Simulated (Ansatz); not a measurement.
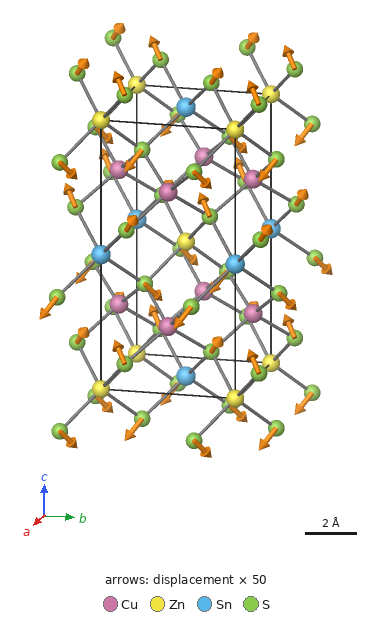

A relaxation of a crystal of ZnCu2SnS4 (built on the stannite type). The starting structure is drawn; orange arrows show the displacements (the part carried along by the change of the cell is left out), magnified 50 times.

The picture is a ball-and-stick view of the conventional cell (2 times the calculation's cell), seen slightly off an axis. Lengths and directions refer to the drawn axes.

The calculation used DFT, LDA, plane waves, PAW (Ansatz 0.2.0). Set-up: plane-wave cutoff 420 eV; k-point mesh 6 × 6 × 6; occupations fermi dirac; smearing width 0.02 eV; no spin polarisation; cell and atoms relaxed; force threshold 0.005 eV/Å.

### Which element moves most?

Sulfur: up to 0.023 Å, against 0.000 Å for copper.

### Describe the change and its energy.

The largest moves relative to the cell, 0.023 Å, are those of S atoms. Cu and Sn and Zn stay in place. The volume changes by −7.9 %, with a = b 5.462 → 5.316 Å (−2.7 %), c 10.958 → 10.650 Å (−2.8 %). Some distances before and after: Cu–S 2.314 → 2.243 Å, S–Zn 2.375 → 2.308 Å, S–Sn 2.474 → 2.429 Å. The space group stays I-42m (No. 121). After 3 accepted moves (4 points after the start) the energy has fallen by 0.267 eV per cell of the calculation. The largest force component goes from 0.1 to 0.0034 eV/Å. The pressure goes from −5.94 to −0.03 GPa. The SCF was repeated once at an unchanged geometry on a basis and grid sized afresh for the cell, which shifted the energy by 3.9 meV per cell of the calculation at most. The run took 19 s on 4 threads of Intel(R) Xeon(R) 6975P-C (Granite Rapids) (shared host), peak memory 0.67 GiB.
